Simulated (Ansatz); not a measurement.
## GW calculation, with input and output: NaH

- system: NaH (Fm-3m, 2 atoms in the cell)
- method: DFT, LDA, plane waves, PAW, no spin polarisation (Ansatz 0.2.0)

The structure derives from an entry of the Crystallography Open Database. Some settings of this run were made unusual or wrong on purpose. The geometry comes from this level: r2SCAN. Figures and captions count atoms from 1; the log counts them from 0 in places.

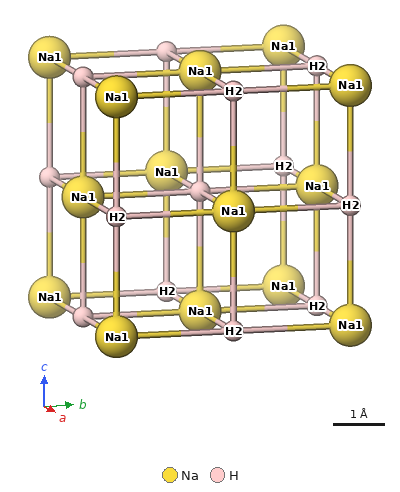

Figure 1. The structure (ball-and-stick view of the cell 4 times as large as that of the calculation, set on its symmetry axes, seen slightly off an axis; atoms are numbered from 1 in the order of the input). Near neighbours in the crystal (not all of them lie inside the picture): Na has 6 H at 2.40 Å; H has 6 Na at 2.40 Å.

## What the run reported

| quantity | value |
| --- | --- |
| outcome | converged |
| space group (tolerance 0.01 Å) | Fm-3m (225) |
| electrons treated | 10 |
| free energy | −1482.6777 eV |
| Fermi energy | 0.835 eV |
| gap on the k-point mesh | 3.45 eV |
| quasiparticle gap on the mesh | 5.62 eV |
| hardware | 4 threads of an x86-64 CPU, shared host |
| wall time | 0.92 s (CPU time 2 s) |
| peak memory | 0.39 GiB |

Some settings of this run were drawn to be unusual or wrong. It converged; results that depend on the unusual settings are not reference values. The GW levels are not extrapolated in basis or mesh.

## Input
```yaml
crystal:
  lattice:
    - [0.0, 2.3975116427, 2.3975116427]
    - [2.3975116427, 0.0, 2.3975116427]
    - [2.3975116427, 2.3975116427, 0.0]
  atoms:
    - { symbol: Na, position: [0.0, 0.0, 0.0] }
    - { symbol: H, position: [0.5, 0.5, 0.5] }
kpoints:
  mp_grid: { grid: [4, 4, 4] }
hamiltonian:
  xc: lda
scf:
  occupations: { method: fixed }
gw:
  n_empty_bands: 30
  ecut_chi: 10
  qp_bands: [v1, c1]
  qp_kpoints: band_edges
  screening: { model: contour_deformation }
```

Launch command:
```bash
ansatz run input.yaml --threads 4 --pin off --max-ram 3686MiB --backend cpu --events-out ev --progress --plain --runs-dir out
```

## Log
```
Engine: ansatz 0.2.0, x86_64-unknown-linux-gnu
Pseudopotentials: kind: paw
Pseudopotential: Na, paw, valence charge 9, recommended cutoff 420 eV (normal), Na.paw.azcp
Pseudopotential: H, paw, valence charge 1, recommended cutoff 420 eV (normal), H.paw.azcp
Functional definition: SPW92
  exchange = slater_x
  correlation = pw_c
Crystal: 2 atoms, lattice volume = 27.562 Å³
Basis set: ecut = 420 eV, 537 PW (Γ)
Bands: 9, of which v1, the nominal top of the filled ones, is band 5 counted from 1 (4 counted from 0)
Symmetry: 48 space group operations
Space group: Fm-3m (ITA 225), of the structure as read, at distance tolerance 3.0e-5 Å
k-points: 8 of 64
Non-local potential: Na, projectors of the file, l = 0: 3, l = 1: 2, l = 2: 1
Non-local potential: H, projectors of the file, l = 0: 2, l = 1: 1
PAW form: soft (Blöchl's): semilocal exchange-correlation on the pseudo side does not see the compensation charge
PAW frozen core: Na, regenerated for the run's functional, and the local potential with it (the file was generated under x = pbe(κ = 0.804, μ = 0.2195149727645171), c = pbe(β = 0.06672455060314922))
PAW one-centre angular grid: Na, 110 points (default); XC on 64 Gauss nodes
PAW one-centre angular grid: H, 110 points (default); XC on 64 Gauss nodes
Initial density: superposition of atomic densities (neutral atoms: chi_scale 0, normalization atom), corrected by the library's trained network
Initial wavefunctions: pseudopotential atomic-orbital guess
Functional: x = slater, c = lda
SCF iter   1: F=—  HF=-1482.692419 eV  |F-HF|=—  |Δ(HF+E_count)|=         —  Δρ=1.22e-2  dr2=3.19e-2  ethr=1.77e-3  ⟨swp⟩=4.2  Hψ=411  notcnv=0  defer=12
preconditioner: auto → none  [insulator: Δε(μ)=3.269 eV  Ē_g=10.856 eV  n_scr=8 (ndim 8)  ℏωp=10.0 eV  f_vac=0.000  ε∞_Penn≈1.8]
SCF iter   2: F=—  HF=-1482.678580 eV  |F-HF|=—  |Δ(HF+E_count)|=   1.38e-2  Δρ=2.98e-3  dr2=2.20e-3  ethr=3.19e-4  ⟨swp⟩=1.6  Hψ=142  notcnv=0  defer=10
SCF iter   3: F=—  HF=-1482.677736 eV  |F-HF|=—  |Δ(HF+E_count)|=   8.44e-4  Δρ=1.34e-4  dr2=2.30e-6  ethr=2.20e-5  ⟨swp⟩=2.1  Hψ=92  notcnv=0  defer=14
SCF iter   4: F=—  HF=-1482.677738 eV  |F-HF|=—  |Δ(HF+E_count)|=   1.51e-6  Δρ=5.48e-5  dr2=2.22e-7  ethr=2.30e-8  ⟨swp⟩=2.2  Hψ=109  notcnv=0  defer=3
iter 5 did not close the SCF: its close was put off for the readings that it lacked (scf_convergence_deferred on its scf_iter line)
SCF iter   5: F=-1482.677738 eV  HF=-1482.677738 eV  |F-HF|=1.27e-9  |Δ(HF+E_count)|=   3.46e-7  Δρ=7.27e-6  dr2=8.03e-9  ethr=2.22e-9  ⟨swp⟩=3.0  Hψ=104  notcnv=0  defer=3
SCF iter   6: F=-1482.677738 eV  HF=-1482.677738 eV  |F-HF|=1.11e-11  |Δ(HF+E_count)|=  6.98e-10  Δρ=1.27e-6  dr2=1.16e-10  ethr=8.03e-11  ⟨swp⟩=2.8  Hψ=333  notcnv=0
SCF 1 converged in 6 iterations: F = -1482.677738 eV  dr2 = 1.16e-10
  greatest PAW one-centre occupation: 0.999 electrons in one spin orbital (limit 2), on the Na atom at site 0 (counted from 0), in its partial waves of l = 0
NSCF: frozen V_eff on 8 k-points
G₀W₀ screening: q 1/8
G₀W₀ screening: q 2/8 (q-point 5)
G₀W₀ screening: q 3/8 (q-point 6)
G₀W₀ screening: q 4/8 (q-point 2)
G₀W₀ screening: q 5/8 (q-point 4)
G₀W₀ screening: q 6/8 (q-point 8)
G₀W₀ screening: q 7/8 (q-point 3)
G₀W₀ screening: q 8/8 (q-point 7)
G₀W₀ self-energy: k 1/4
G₀W₀ self-energy: k 2/4
G₀W₀ self-energy: k 3/4
G₀W₀ self-energy: k 4/4
NSCF: frozen V_eff on 1 k-points
SCF converged after 6 iterations
Free energy (F): -1482.677738 eV
Harris-Foulkes:  -1482.677738 eV  (|F-HF|=1.11e-11)
Internal energy: -1482.677738 eV  (E = F + TS)
E sigma→0 (E₀):  -1482.677738 eV
Fermi energy:    0.835144 eV
--- Per-component energies (eV) ---
  E_band       = -226.683717
  E_kinetic    = 133.438001
  E_local      = -1320.489491  (includes V_loc(G=0)·N_el)
  E_nonlocal   = 117.959891
  E_hartree    = 472.032628
  E_xc         = -46.798666
  E_vxc        = -60.932125  (∫ρ·V_xc dr)
  E_paw        = -244.998065  (= ΣΔE_a)
  E_vpaw       = -40.724601  (= ΣTr[D̂ρ^β])
  E_aug_tail   = -0.000883  (compensation charges beyond the density's cutoff)
  E_ewald      = -593.962044
  E_core_change = 0.140890  (= ΣΔE_core)
  E_smearing   = -0.000000  (= −TS)
  E_closure    = 0.000000  (closes the sum)
  Σ components = -1482.677738   (vs F -1482.677738, Δ=0.00e0)
--- Band table (eV; the first three rows and the last of 8) ---
  k-point 0: bands = ["-48.8635", "-21.3286", "-21.3286", "-21.3286", "-3.0128", "11.4285", "16.1933", "16.1933", "16.1933"]
  k-point 1: bands = ["-48.8594", "-21.3819", "-21.3350", "-21.3350", "-1.9426", "7.9515", "12.2809", "14.6679", "14.6679"]
  k-point 2: bands = ["-48.8553", "-21.4341", "-21.3413", "-21.3413", "-0.0936", "4.2805", "11.5775", "14.0499", "14.0499"]
  k-point 7: bands = ["-48.8527", "-21.3935", "-21.3935", "-21.3666", "0.8351", "6.5822", "6.5822", "8.9674", "17.1667"]
--- G₀W₀: contour deformation, 6 samples at zero and on the imaginary axis and 2 off it, 64 q-points, 30 empty bands' worth ---
  eigenvalues of the whole cell's RPA ε∞ on this k-mesh (on a slab, of 1 + 4πα/V) = 3.4798, 3.4798, 3.4798; static W/v taken at q = 0 is 0.287369
  bands read: the sum over 35 bands ends inside a degenerate multiplet in 2 slots, whose members it reads at an even weight; the widest, k=0: bands 34 to 36 (counted from 1) at 2/3 each
  gw.qp_kpoints: band_edges: 4 of 8 stored k-points solved, in 1 pass; an edge of the gap read off the rows below is read off those points alone
    valence top: of the k-points left out ik 5 came nearest to being solved in a further pass, in band 5 (counted from 1, as in the quasiparticle table): it holds the edge there only if its correction is more favourable than any solved in that band by at least 1.283 eV; those differ by 0.058 eV
    conduction bottom: of the k-points left out ik 5 came nearest to being solved in a further pass, in band 6 (counted from 1, as in the quasiparticle table): it holds the edge there only if its correction is more favourable than any solved in that band by at least 2.128 eV; those differ by 0.119 eV
    ik  band        ε_KS         Σx   Σc(E_QP)       V_xc       Z   E_QP_lin       E_QP  E_QP is
     2     5     -0.0936   -14.3154     2.8955   -10.3792  0.7712    -1.1606    -1.1343  root
     2     6      4.2805    -3.7246    -3.1018    -8.0049  0.8056     5.4832     5.4590  root
     4     5      0.1431   -13.9177     2.7367   -10.1986  0.7761    -0.8613    -0.8394  root
     4     6      5.6251    -4.0134    -3.2536    -8.4105  0.7968     6.7947     6.7685  root
     6     5      0.6388   -13.8723     2.6683   -10.2190  0.7839    -0.3668    -0.3461  root
     6     6      5.1784    -4.1888    -3.2033    -8.4522  0.7980     6.2597     6.2384  root
     7     5      0.8351   -14.0770     2.6161   -10.4602  0.7875    -0.1860    -0.1655  root
     7     6      6.5822    -3.5617    -3.5075    -8.1726  0.7857     7.7144     7.6856  root
```
